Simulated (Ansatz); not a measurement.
# Calculations on Ca

### Relaxation

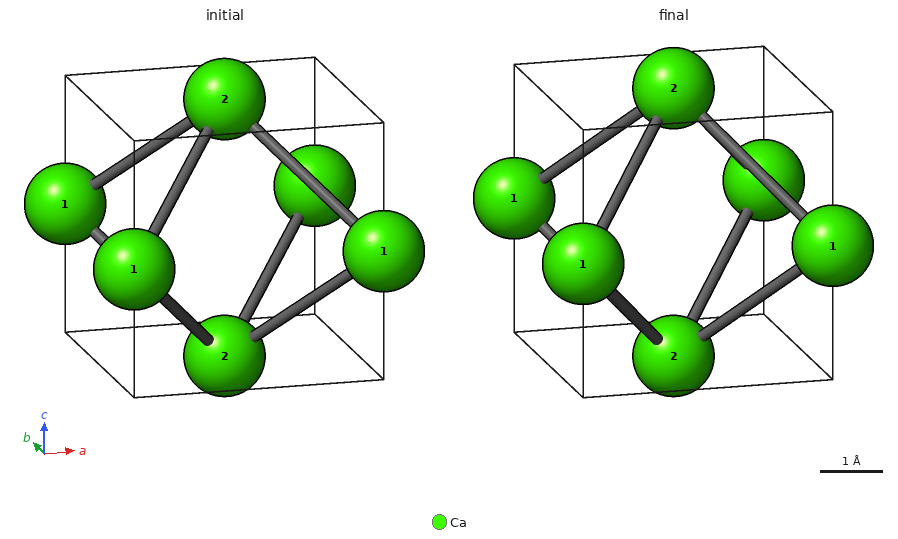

The structure of solid Ca (set up in I4/mmm) before (left) and after (right) a relaxation, at one scale.

A ball-and-stick model of the cell of the calculation, seen slightly off an axis.

Case: biaxial strain in the a-b plane of -2.0 %; c and atoms relaxed.

Method: DFT PBEsol, scalar-relativistic, plane waves, PAW (Ansatz).

The input:
```yaml
crystal:
  lattice:
    - [4.2409700586, 0.0, 0.0]
    - [0.0, 4.2409700586, 0.0]
    - [0.0, 0.0, 4.3577623546]
  atoms:
    - { symbol: Ca, position: [0.0, 0.0, 0.5] }
    - { symbol: Ca, position: [0.5, 0.5, 0.0] }
basis:
  ecutwfc: 420
kpoints:
  mp_grid: { grid: [10, 10, 10] }
hamiltonian:
  xc: pbesol
scf:
  occupations: { method: gaussian, width: 0.1 }
output:
  forces: true
  stress: true
  eigenvalues: true
relax:
  adjacent_minimum: "off"
  f_tol: 0.008
  max_steps: 40
  cell: { stress_tol: 0.05, fix: [a, b, gamma] }
```

What changed between the two?

Over 2 accepted moves (3 points after the start) the energy falls by 3.1 meV per atom. All forces vanish by symmetry, so only the cell relaxes. The pressure goes from 0.53 to −0.17 GPa. The SCF was repeated once at an unchanged geometry on a basis and grid sized afresh for the cell, which shifted the energy by less than 0.05 meV per atom at most. The atoms keep their places relative to the cell (all moves are under 0.005 Å). Cell: a = b unchanged at 4.241 Å, c 4.358 → 4.543 Å (+4.3 %). Volume +4.3 %. Near-neighbour distances that change, for instance: Ca1–Ca2 3.707 → 3.762 Å. The space group stays I4/mmm (No. 139).

### Relaxation

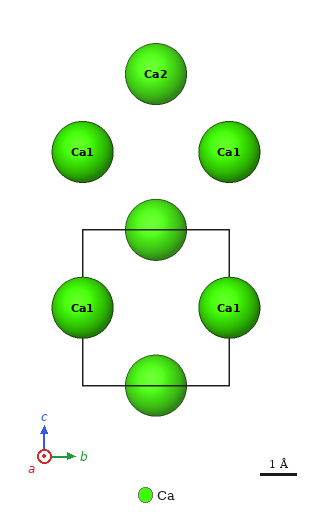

Crystalline Ca (set up in I4/mmm), before the relaxation. Style: spheres-only. Shown: the cell of the calculation, repeated 1 × 1 × 2 with one cell outlined, along the a axis.

Case: biaxial strain in the a-b plane of -4.0 %; c and atoms relaxed.

Computed with DFT PBEsol, scalar-relativistic, plane waves, PAW in Ansatz 0.2.0.

Input
```yaml
crystal:
  lattice:
    - [4.1544196493, 0.0, 0.0]
    - [0.0, 4.1544196493, 0.0]
    - [0.0, 0.0, 4.409435426]
  atoms:
    - { symbol: Ca, position: [0.0, 0.0, 0.5] }
    - { symbol: Ca, position: [0.5, 0.5, 0.0] }
basis:
  ecutwfc: 420
kpoints:
  mp_grid: { grid: [10, 10, 10] }
hamiltonian:
  xc: pbesol
scf:
  occupations: { method: gaussian, width: 0.1 }
output:
  forces: true
  stress: true
  eigenvalues: true
relax:
  adjacent_minimum: "off"
  f_tol: 0.008
  max_steps: 40
  cell: { stress_tol: 0.05, fix: [a, b, gamma] }
```

**Predict the outcome.**

No atom moves by more than 0.005 Å relative to the cell. Cell: a = b unchanged at 4.154 Å, c 4.409 → 4.729 Å (+7.2 %). Volume +7.2 %. Some distances before and after: Ca1–Ca2 3.673 → 3.771 Å. The space group stays I4/mmm (No. 139). After 3 accepted moves (4 points after the start) the energy has fallen by 10.6 meV per atom. All forces vanish by symmetry, so only the cell relaxes. The pressure goes from 1.13 to −0.14 GPa. The SCF was repeated once at an unchanged geometry on a basis and grid sized afresh for the cell, which shifted the energy by 0.1 meV per atom at most. The run took of the order of 40 core-seconds on a shared host.

After the run, drawn alike:

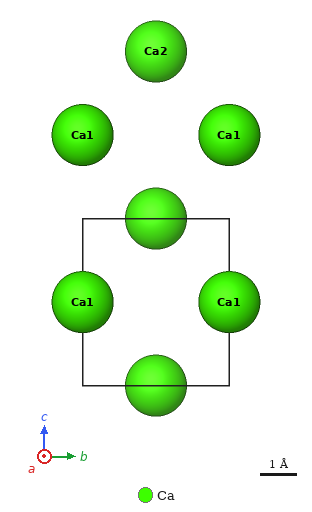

### A change

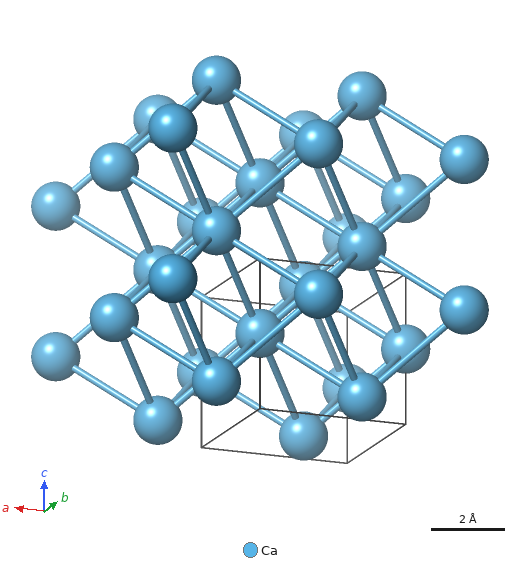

The starting point is solid Ca (set up in I4/mmm). A ball-and-stick model of the cell of the calculation, repeated 2 × 2 × 2 with one cell outlined, seen from a free direction.

These are results of DFT PBEsol, scalar-relativistic, plane waves, PAW (Ansatz 0.2.0), not measurements. Settings: plane-wave cutoff 420 eV; k-point mesh 10 × 10 × 10; occupations gaussian; smearing width 0.1 eV; no spin polarisation.

Now this is done to it. Biaxial strain in the a–b plane, −4.0 %, is applied. The c axis and the atoms are relaxed.

Input

The input is the one shown above.

**Predict the response.**

Energy change: −4.6 meV per atom. The volume changes by +1.2 %, with a = b 4.328 → 4.154 Å (−4.0 %), c 4.306 → 4.729 Å (+9.8 %). No atom moves by more than 0.005 Å relative to the cell. Near-neighbour distances before and after: Ca–Ca 4.328 → 4.154 Å, Ca–Ca 3.742 → 3.771 Å. The space group stays I4/mmm (No. 139).

The changed structure in the same view:

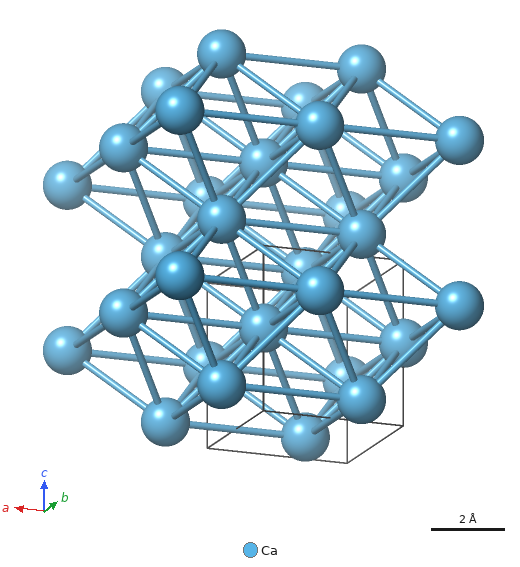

### Series

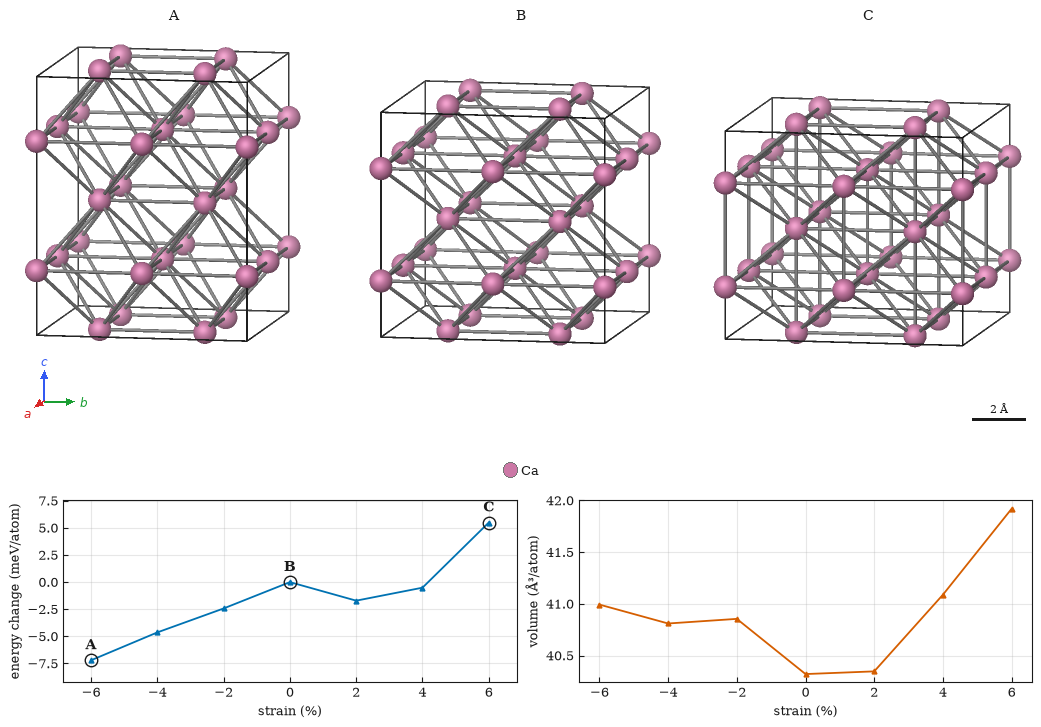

Members of a series of calculations on crystalline Ca (set up in I4/mmm), marked on the first curve. Style: ball-and-stick. Shown: the cell of the calculation, repeated to show the pattern, slightly off an axis.

Computed with Ansatz 0.2.0, DFT PBEsol, scalar-relativistic, plane waves, PAW. (plane-wave cutoff 420 eV; k-point mesh 10 × 10 × 10; occupations gaussian; smearing width 0.1 eV; no spin polarisation)

Q: Which kind of strain is it, and how does the structure respond?

A: Biaxial strain in the a–b plane, c and atoms relaxed. A (strain −6.0 %): energy change −7.2 meV/atom, volume 40.99 Å³ per atom. B (strain 0.0 %): energy change 0.0 meV/atom, volume 40.32 Å³ per atom. C (strain 6.0 %): energy change 5.5 meV/atom, volume 41.92 Å³ per atom. The rest compares A with C. Cell: a = b 8.136 → 9.174 Å (+12.8 %), c 9.909 → 7.969 Å (−19.6 %). Volume +2.3 %. Near-neighbour distances before and after: Ca–Ca 4.955 → 3.984 Å, Ca–Ca 4.068 → 4.587 Å, Ca–Ca 3.796 → 3.807 Å.
